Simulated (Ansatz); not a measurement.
# Energy of MgI2 along an even scaling of the cell

System: MgI2 (P-3m1, 3 atoms in the cell).
Method: Kohn-Sham DFT of a periodic cell, LDA, all-electron LAPW, scalar-relativistic, no spin polarisation (Ansatz 0.2.0).

The 7 runs differ only in the geometry, by an even scaling of the cell at fixed fractional positions. The structure derives from an entry of the Crystallography Open Database.

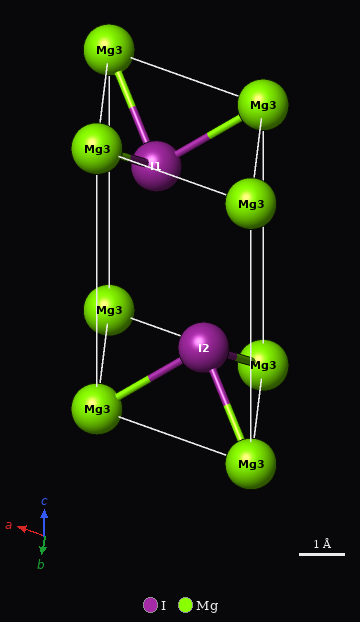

Figure 1. The structure of run 4 (ball-and-stick view of the cell of the calculation, seen at an oblique angle; atoms are numbered from 1 in the order of the input). An atom can appear more than once, as a periodic image.

### Input of run 4
```yaml
crystal:
  lattice:
    - [4.14, 0.0, 0.0]
    - [-2.07, 3.5853451717, 0.0]
    - [0.0, 0.0, 6.88]
  atoms:
    - { symbol: I, position: [0.6666666667, 0.3333333333, 0.75] }
    - { symbol: I, position: [0.3333333333, 0.6666666667, 0.25] }
    - { symbol: Mg, position: [0.0, 0.0, 0.0] }
kpoints:
  mp_grid: { grid: [8, 8, 4] }
scf:
  occupations: { method: fermi_dirac, width: 0.05 }
hamiltonian:
  xc: lda
  pseudopotentials: { kind: all_electron, lapw: { basis_error: 0.002 } }
output:
  forces: true
  stress: true
  eigenvalues: true
```

Command:
```bash
ansatz run input.yaml --threads 2 --pin off --max-ram 6144MiB --backend cpu --events-out ev --progress --plain --runs-dir out
```

Lattice vectors (Å) and fractional positions of run 4:
```
   4.140000    0.000000    0.000000
  -2.070000    3.585345    0.000000
   0.000000    0.000000    6.880000
I   0.666667  0.333333  0.750000
I   0.333333  0.666667  0.250000
Mg  0.000000  0.000000  0.000000
```

Run 6 differs from it as follows:
```diff
-    - [4.14, 0.0, 0.0]
-    - [-2.07, 3.5853451717, 0.0]
-    - [0.0, 0.0, 6.88]
+    - [4.1944799318, 0.0, 0.0]
+    - [-2.0972399659, 3.6325261766, 0.0]
+    - [0.0, 0.0, 6.9705366983]
```

### Results, with one run withheld

| run | volume per atom (Å³) | free energy per atom, from the lowest run given (meV) | pressure (GPa) | gap on the mesh (eV) |
| --- | --- | --- | --- | --- |
| 1 | 31.998 | 0.00 | −0.13 | 3.38 |
| 2 | 32.679 | 2.07 | −0.82 | 3.37 |
| 3 | 33.360 | 6.94 | −1.44 | 3.35 |
| 4 | 34.041 | 14.29 | −1.99 | 3.33 |
| 5 | 34.722 | 23.85 | −2.48 | 3.29 |
| 6 | 35.402 | ? | ? | ? |
| 7 | 36.083 | 48.60 | −3.31 | 3.14 |

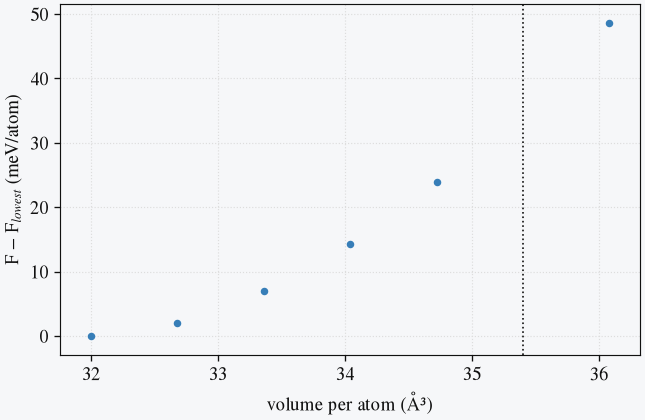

Figure 2. Free energy per atom of the runs given; the dotted line marks run 6.

Estimate the energy of run 6 from the others.

A cubic polynomial in V^(−2/3) (the Birch–Murnaghan form), fitted to the 6 runs given, misses them by under 0.01 meV per atom. With x = V^(−2/3) − 0.09572 Å⁻², it reads F = 11.056 − 5899.1 x + 7.7477e+05 x² + 2.305e+06 x³ (meV per atom). At run 6 it gives 35.35 meV per atom, and the run itself gives 35.38. The slope of the fit gives a pressure −dF/dV of −2.92 GPa there, and the run prints −2.92 GPa. The fit has no minimum inside this range. The gap on the mesh goes, without turning, from 3.38 eV in run 1 to 3.14 eV in run 7; run 6 has 3.21 eV. These are gaps of this functional on this mesh, which can miss the band edges; they aren't the measured gap.

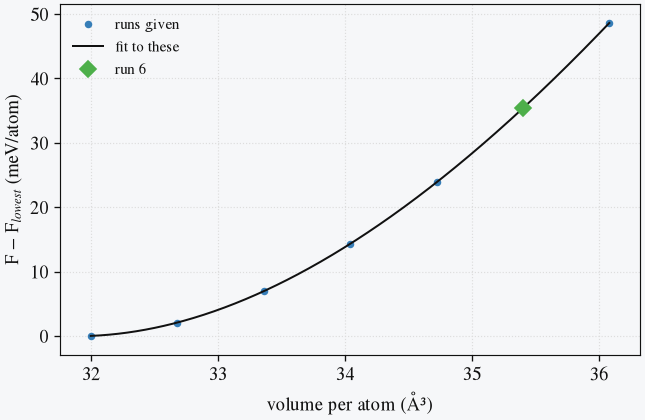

Figure 3. The fit and the withheld run.

### Output, shortened to warnings, some set-up lines, iterations and results (run 6)
```
Basis set: ecut = 147.6538697062962 eV, 403 PW (Γ), exchange–correlation at level 2
Symmetry: 12 space group operations
k-points: 35 of 256
Initial density: superposition of atomic densities (chi_scale 0.1, normalization cell, long waves kept (reshape's long-wave potential 0.26 eV rms))
[...]
SCF iter   1: F=—  HF=-392402.570760 eV  |F-HF|=—  |Δ(HF+E_count)|=         —  Δρ=1.48e-2  dr2=5.29e-1  ethr=8.84e-4  ⟨swp⟩=2.3  Hψ=8059  notcnv=0
SCF iter   2: F=—  HF=-392402.398289 eV  |F-HF|=—  |Δ(HF+E_count)|=   1.72e-1  Δρ=8.00e-3  dr2=1.27e-1  ethr=8.81e-4  ⟨swp⟩=2.5  Hψ=3873  notcnv=0
SCF iter   3: F=—  HF=-392402.366625 eV  |F-HF|=—  |Δ(HF+E_count)|=   3.17e-2  Δρ=2.82e-3  dr2=1.72e-2  ethr=2.11e-4  ⟨swp⟩=2.0  Hψ=3807  notcnv=0
SCF iter   4: F=—  HF=-392402.364192 eV  |F-HF|=—  |Δ(HF+E_count)|=   2.43e-3  Δρ=6.07e-4  dr2=8.52e-4  ethr=1.42e-6  ⟨swp⟩=2.0  Hψ=6233  notcnv=0
SCF iter   5: F=—  HF=-392402.363869 eV  |F-HF|=—  |Δ(HF+E_count)|=   3.23e-4  Δρ=1.42e-4  dr2=4.01e-5  ethr=1.42e-6  ⟨swp⟩=2.0  Hψ=3640  notcnv=0
SCF iter   6: F=—  HF=-392402.363853 eV  |F-HF|=—  |Δ(HF+E_count)|=   1.58e-5  Δρ=3.80e-5  dr2=2.39e-6  ethr=6.68e-8  ⟨swp⟩=2.0  Hψ=3640  notcnv=0
SCF iter   7: F=—  HF=-392402.363852 eV  |F-HF|=—  |Δ(HF+E_count)|=   1.32e-6  Δρ=2.31e-5  dr2=6.83e-7  ethr=3.98e-9  ⟨swp⟩=2.0  Hψ=3640  notcnv=0
SCF iter   8: F=-392402.363852 eV  HF=-392402.363852 eV  |F-HF|=7.70e-8  |Δ(HF+E_count)|=   2.61e-7  Δρ=3.30e-6  dr2=5.23e-8  ethr=1.14e-9  ⟨swp⟩=2.0  Hψ=3640  notcnv=0
SCF 1 converged in 8 iterations: F = -392402.363852 eV  dr2 = 5.23e-8
SCF converged after 8 iterations
Free energy (F): -392402.363852 eV
Harris-Foulkes:  -392402.363852 eV  (|F-HF|=7.70e-8)
Internal energy: -392402.363852 eV  (E = F + TS)
E sigma→0 (E₀):  -392402.363852 eV
Fermi energy:    7.056008 eV
--- Per-component energies (eV) ---
  E_band       = -3148.546595
  E_kinetic    = 414876.941536
  E_xc         = -9987.729170
  E_electrostatic = -797291.576217  (all electrons and nuclei)
  E_smearing   = -0.000000  (= −TS)
  E_closure    = 0.000000  (closes the sum)
  E_atoms      = -392393.456065  (free atoms, spherical and without spin; not in F)
  Σ components = -392402.363852   (vs F -392402.363852, Δ=0.00e0)
  Basis errors (estimates in eV, not in F): energy 7.6e-4 per atom: plane waves 7.2e-4 (4.1e-4 summed), levels above the bands 1.6e-56, relativity 3.1e-9, radial functions 4.6e-5, core shells 2.5e-10; eigenvalues (radial functions only) 5.0e-6; not estimated: angular momenta, meshes, grids; target …
--- Forces (eV/Å), atoms counted from 1 ---
  atom   1  I     -0.00000000    -0.00000000     0.52093928
  atom   2  I      0.00000000     0.00000000    -0.52093928
  atom   3  Mg     0.00000000     0.00000000     0.00000000
  max |Σ_I F_I| component: 1.16e-18 eV/Å
--- Stress (GPa, compression-positive) ---
       -2.745748      -0.000000       0.000000
       -0.000000      -2.745748       0.000000
        0.000000       0.000000      -3.263329
  P = ⅓ Tr σ = -2.9183 GPa (-29.183 kbar)
```
